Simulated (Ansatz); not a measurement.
Run report: Bi2Se3, geometry relaxation (part 2 of 2)

Continued. System: Bi2Se3 (R-3m, 5 atoms in the cell). Method: DFT PBE, scalar-relativistic, plane waves, PAW, no spin polarisation (Ansatz 0.2.0); cutoff 420 eV, 6×6×6 k-mesh, Gaussian smearing of 0.02 eV. The structure derives from an entry of the Crystallography Open Database.

Geometry of the input (Å; fractional positions):
```
2.0952  1.2097  10.4336
-2.0952  1.2097  10.4336
0.0000  -2.4193  10.4336
Bi 0.3956  0.3956  0.3956
Bi 0.6044  0.6044  0.6044
Se 0.0000  0.0000  0.0000
Se 0.2211  0.2211  0.2211
Se 0.7789  0.7789  0.7789
```

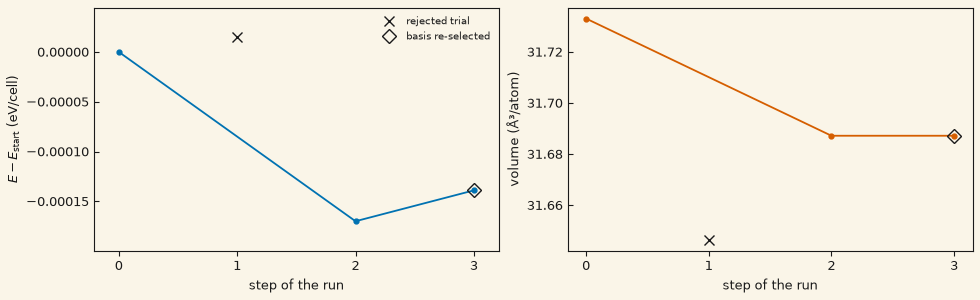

**Figure 1.** Progress of the relaxation, step by step (the first geometry is step 0 here and step 1 in the log). Over 2 geometry steps the energy falls by 0.2 meV per cell of the calculation. The largest force component goes from 0.03 to 0.0002 eV/Å. The pressure goes from −0.01 to 0.00 GPa. The line search rejected the trial step at point 1 (counted from 0) and went back. No atom moves by more than 0.005 Å relative to the cell. Cell: a = b 4.190 → 4.187 Å (−0.1 %), c 31.301 → 31.302 Å (0.0 %). Volume −0.1 %. The space group stays R-3m (No. 166). A last SCF at the same geometry on a re-selected plane-wave basis shifts the energy by +0.0 meV per cell of the calculation.

```
basis re-selected at this cell: Δ(F+E_penalty+E_count) = +3.068e-5 eV, ΔP = +0.000 GPa vs the last step (what re-selecting the basis moved, of the pressure what is left beyond the Pulay correction that the steps carried, after the strain that the cell walked since its last selection, with what the two solves' SCF thresholds leave and, on support functions, any second-order correction that the steps lacked; it is no measure of the basis error at this ecutwfc). This SCF's stress stands 2.46e-3 GPa from its target on what of the cell is left free (relax.cell.stress_tol is 5.00e-2 GPa) and its largest allowed force component is 2.02e-4 eV/Å (relax.f_tol is 5.00e-3 eV/Å): within both
SCF converged after 5 iterations
Free energy (F): -41202.292226 eV
Harris-Foulkes:  -41202.292226 eV  (|F-HF|=0.00e0)
Internal energy: -41202.292226 eV  (E = F + TS)
E sigma→0 (E₀):  -41202.292226 eV
Fermi energy:    7.415445 eV
--- Per-component energies (eV) ---
  E_band       = -1453.011269
  E_kinetic    = 954.882586
  E_local      = -11517.845449  (includes V_loc(G=0)·N_el)
  E_nonlocal   = -663.312662
  E_hartree    = 5135.554362
  E_xc         = -615.425329
  E_vxc        = -582.701811  (∫ρ·V_xc dr)
  E_paw        = -27059.349542  (= ΣΔE_a)
  E_vpaw       = 84.859931  (= ΣTr[D̂ρ^β])
  E_aug_tail   = -0.002600  (compensation charges beyond the density's cutoff)
  E_ewald      = -7436.793592
  E_smearing   = -0.000000  (= −TS)
  E_closure    = 0.000000  (closes the sum)
  Σ components = -41202.292226   (vs F -41202.292226, Δ=0.00e0)
--- Forces (eV/Å), atoms counted from 1 ---
  atom   1  Bi     0.00000000    -0.00000000     0.00017023
  atom   2  Bi    -0.00000000     0.00000000    -0.00017023
  atom   3  Se     0.00000000     0.00000000    -0.00000000
  atom   4  Se     0.00000000    -0.00000000     0.00020188
  atom   5  Se    -0.00000000     0.00000000    -0.00020188
  max |Σ_I F_I| component: 9.25e-18 eV/Å
--- Stress (GPa, compression-positive) ---
       -0.002464       0.000000      -0.000000
        0.000000      -0.002464      -0.000000
       -0.000000      -0.000000       0.000271
  P = ⅓ Tr σ = -0.0016 GPa (-0.016 kbar)
--- Band table (eV; the first three rows and the last of 32) ---
  k-point 0: bands = ["-39.7403", "-39.7403", "-39.7403", "-39.7403", "-39.7296", "-39.7296", "-39.7296", "-39.7296", "-39.7251", "-39.7251", "-39.6576", "-39.6490", "-39.6490", "-39.6181", "-39.6181", "-15.6069", "-15.6069", "-15.6056", "-15.6056", "-15.5994", "-15.5973", "-15.5889", "-15.5889", "-15.5867", "-15.5867", "-6.5913", "-6.0544", "-5.0269", "-2.0957", "-1.1384", "5.4380", "5.7228", "5.7228", "5.7479", "5.8911", "5.8911", "6.3406", "6.3406", "7.0518", "7.7622", "9.0436", "9.0436", "9.5675", "10.0910", "10.0910", "13.4265", "13.8678"]
  k-point 1: bands = ["-39.7403", "-39.7403", "-39.7403", "-39.7403", "-39.7297", "-39.7297", "-39.7296", "-39.7296", "-39.7251", "-39.7250", "-39.6576", "-39.6490", "-39.6490", "-39.6181", "-39.6181", "-15.6099", "-15.6080", "-15.6014", "-15.6000", "-15.5962", "-15.5941", "-15.5920", "-15.5898", "-15.5895", "-15.5868", "-6.3543", "-5.8420", "-4.9136", "-2.2107", "-1.4696", "4.2790", "4.7505", "5.0208", "5.1666", "5.6406", "6.1198", "6.3592", "6.5277", "6.7815", "8.6730", "9.2936", "9.4751", "9.6737", "10.3606", "10.7889", "12.8886", "13.7303"]
  k-point 2: bands = ["-39.7403", "-39.7403", "-39.7402", "-39.7402", "-39.7297", "-39.7297", "-39.7296", "-39.7296", "-39.7250", "-39.7250", "-39.6575", "-39.6490", "-39.6490", "-39.6181", "-39.6180", "-15.6180", "-15.6147", "-15.5997", "-15.5957", "-15.5945", "-15.5918", "-15.5871", "-15.5864", "-15.5849", "-15.5846", "-5.6979", "-5.3003", "-4.7089", "-2.6887", "-2.2456", "2.9678", "3.9797", "4.4385", "4.5429", "5.0798", "5.3925", "6.0934", "6.3003", "6.7620", "8.5497", "9.6944", "9.8493", "10.4487", "11.0684", "11.7062", "11.9514", "14.1218"]
  k-point 31: bands = ["-39.7403", "-39.7403", "-39.7403", "-39.7403", "-39.7296", "-39.7296", "-39.7296", "-39.7296", "-39.7251", "-39.7251", "-39.6576", "-39.6490", "-39.6490", "-39.6181", "-39.6181", "-15.6069", "-15.6069", "-15.6055", "-15.6055", "-15.5994", "-15.5973", "-15.5889", "-15.5889", "-15.5867", "-15.5867", "-6.5589", "-6.1272", "-4.9577", "-2.2182", "-1.0279", "5.1624", "5.7014", "5.7014", "5.9429", "5.9429", "6.1685", "6.2999", "6.2999", "6.7862", "7.9042", "9.1208", "9.1208", "9.5256", "10.0022", "10.0022", "13.4746", "14.1120"]
--- Relaxed structure (3 steps of the walk, 2 accepted, 1 SCFs on fresh bases) ---
  F+E_penalty+E_count = -41202.29222622 eV   max|allowed force component| = 2.019e-4 eV/Å   (the final SCF, on the basis selected at the relaxed cell)
  cell:  # Å, volume = 158.4359 Å³
    - [2.093656489099372, 1.2087731375721285, 10.43402964335771]
    - [-2.093656489099372, 1.2087731375721285, 10.43402964335771]
    - [-4.160193259400839e-34, -2.4175462751442587, 10.43402964335771]
  atoms:
    - { symbol: Bi, position: [0.39559417248821216, 0.39559417248821216, 0.39559417248821227] }
    - { symbol: Bi, position: [0.6044058275117878, 0.6044058275117878, 0.604405827511788] }
    - { symbol: Se, position: [1.3746552460524934e-35, -1.573549118292478e-36, -1.3711240959824927e-35] }
    - { symbol: Se, position: [0.2210304535386628, 0.2210304535386628, 0.22103045353866282] }
    - { symbol: Se, position: [0.7789695464613371, 0.7789695464613371, 0.7789695464613371] }
```

**Trajectory as extended XYZ (Å, eV, eV/Å), 4 frames, from step=1 to step=4**
```
5
Lattice="2.0952 1.2097 10.4336 -2.0952 1.2097 10.4336 0.0000 -2.4193 10.4336" Properties=species:S:1:pos:R:3:forces:R:3 step=1 energy=-41202.29209 pressure_GPa=-0.01
Bi    0.0000    0.0000   12.3839    0.0000   0.0000  -0.0300
Bi    0.0000    0.0000   18.9170    0.0000   0.0000   0.0300
Se    0.0000    0.0000    0.0000    0.0000   0.0000   0.0000
Se    0.0000    0.0000    6.9220    0.0000   0.0000  -0.0208
Se    0.0000    0.0000   24.3789    0.0000   0.0000   0.0208
5
Lattice="2.0922 1.2080 10.4347 -2.0922 1.2080 10.4347 0.0000 -2.4159 10.4347" Properties=species:S:1:pos:R:3:forces:R:3 step=2 energy=-41202.29207 pressure_GPa=-0.02 accepted=F
Bi    0.0000    0.0000   12.3824    0.0000   0.0000   0.0389
Bi    0.0000    0.0000   18.9218    0.0000   0.0000  -0.0389
Se    0.0000    0.0000    0.0000    0.0000   0.0000   0.0000
Se    0.0000    0.0000    6.9142    0.0000   0.0000   0.0312
Se    0.0000    0.0000   24.3900    0.0000   0.0000  -0.0312
5
Lattice="2.0937 1.2088 10.4340 -2.0937 1.2088 10.4340 0.0000 -2.4175 10.4340" Properties=species:S:1:pos:R:3:forces:R:3 step=3 energy=-41202.29226 pressure_GPa=-0.00
Bi    0.0000    0.0000   12.3829    0.0000   0.0000   0.0002
Bi    0.0000    0.0000   18.9192    0.0000   0.0000  -0.0002
Se    0.0000    0.0000    0.0000    0.0000   0.0000   0.0000
Se    0.0000    0.0000    6.9187    0.0000   0.0000   0.0002
Se    0.0000    0.0000   24.3834    0.0000   0.0000  -0.0002
5
Lattice="2.0937 1.2088 10.4340 -2.0937 1.2088 10.4340 0.0000 -2.4175 10.4340" Properties=species:S:1:pos:R:3:forces:R:3 step=4 energy=-41202.29223 pressure_GPa=-0.00
Bi    0.0000    0.0000   12.3829    0.0000   0.0000   0.0002
Bi    0.0000    0.0000   18.9192    0.0000   0.0000  -0.0002
Se    0.0000    0.0000    0.0000    0.0000   0.0000   0.0000
Se    0.0000    0.0000    6.9187    0.0000   0.0000   0.0002
Se    0.0000    0.0000   24.3834    0.0000   0.0000  -0.0002
```

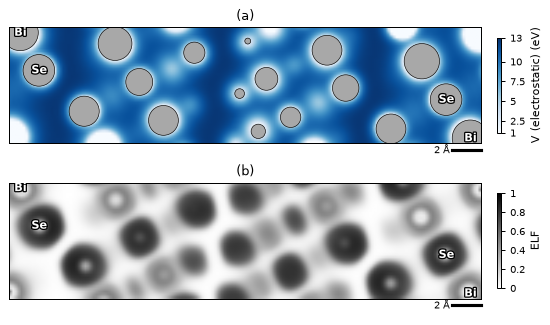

**Figure 2.** (a) electrostatic potential energy of an electron; (b) electron localisation function on the (111) plane of the conventional cell. Grey discs, where drawn, cover atomic cores. The section cuts through Bi and Se sites. Bi–Se (2.88 Å): the ELF peaks at about 0.80 in the valence shell of Se, 0.9 Å from its nucleus, and drops to about 0.35 between the two atoms. Bi–Se (3.11 Å): the ELF peaks at about 0.80 in the valence shell of Se, 0.9 Å from its nucleus, and drops to about 0.30 between the two atoms. The strong features right at Bi lie inside the PAW spheres (semicore, d or f shells) and say nothing about bonding. Outside the cores the potential energy rises away from the atoms and is highest about 2.3 Å from the nearest atoms; outside the discs it spans about 11 eV, and its zero is arbitrary. The fields are those of the smooth PAW valence density.

**Summary**

| quantity | value |
| --- | --- |
| outcome | converged |
| space group (tolerance 0.01 Å) | R-3m (166) |
| electrons treated | 78 |
| free energy | −41202.2922 eV |
| Fermi energy | 7.415 eV |
| gap on the k-point mesh | 0.69 eV |
| pressure | 0.00 GPa |
| final volume | 158.44 Å³ |
| largest force (length of the vector) at the end | under 0.001 eV/Å |
| final cell | a = 10.710 Å, b = 10.710 Å, c = 10.710 Å, α = 22.55°, β = 22.55°, γ = 22.55° |
| hardware | 2 threads of Intel Xeon (Sapphire Rapids), 32 GiB of memory available, shared host |
| wall time | 23 s (CPU time 46 s) |
| peak memory | 0.6 GiB |

Spin–orbit coupling is left out, which matters for Bi.
